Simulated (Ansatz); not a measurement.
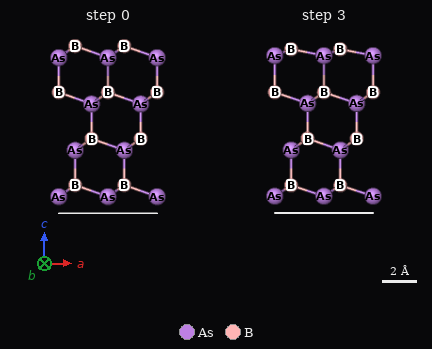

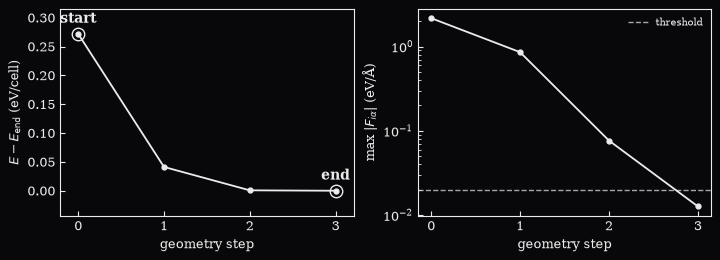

First and last geometry of a relaxation of a slab of composition BAs (cut from the F-43m phase), with the history of the run. The picture is a ball-and-stick view of the 2 × 1 repeat of the cell, outlined in the plane, without the vacuum, seen along the b axis.

Case: (1 1 1) slab, atoms relaxed. The slab is the (1 1 1) face of BAs.

Level of theory: DFT PBE, scalar-relativistic, plane waves, PAW (Ansatz).

Input file:
```yaml
crystal:
  lattice:
    - [3.4003508765, 0.0, 0.0]
    - [-1.7001754383, 2.9447902409, 0.0]
    - [0.0, 0.0, 24.0232183101]
  atoms:
    - { symbol: As, position: [0.0, 0.0, 0.3121979704] }
    - { symbol: B, position: [0.3333333333, 0.6666666667, 0.3410905904] }
    - { symbol: As, position: [0.3333333333, 0.6666666667, 0.4277684502] }
    - { symbol: B, position: [0.6666666667, 0.3333333333, 0.4566610701] }
    - { symbol: As, position: [0.6666666667, 0.3333333333, 0.5433389299] }
    - { symbol: B, position: [0.0, 0.0, 0.5722315498] }
    - { symbol: As, position: [0.0, 0.0, 0.6589094096] }
    - { symbol: B, position: [0.3333333333, 0.6666666667, 0.6878020296] }
basis:
  ecutwfc: 420
kpoints:
  mp_grid: { grid: [9, 9, 1] }
hamiltonian:
  xc: pbe
scf:
  occupations: { method: gaussian, width: 0.05 }
output:
  forces: true
  eigenvalues: true
relax:
  adjacent_minimum: "off"
  f_tol: 0.02
  max_steps: 60
efield:
  axis: 3
  dipole_correction: true
  ramp_width: 0.04
```

Command:
```bash
ansatz run input.yaml --threads 1 --pin off --max-ram 2560MiB --backend cpu --events-out ev --progress --plain --runs-dir out
```

### What do the curves and the structures tell?

It converged. The atom that moves furthest relative to the layer's centre is B8 (0.19 Å along the normal (−c)). Largest moves by element: B 0.19 Å, As 0.12 Å. The cell stays as it was. Among the contacts that change: B6–As7 2.082 → 2.199 Å, As7–B8 2.082 → 2.000 Å, B2–As3 2.082 → 2.115 Å, B4–As5 2.082 → 2.104 Å. Bond angles that change, for instance: B6–As7–B8 109.5° → 101.0°, B8–As7–B8 109.5° → 116.4°, As7–B8–As7 109.5° → 116.4°. Over 3 geometry steps the energy falls by 0.272 eV per cell of the calculation. The largest force component goes from 2.2 to 0.013 eV/Å. The run took 67 s on 1 thread of Arm Neoverse V1, on a shared host, peak memory 0.44 GiB.
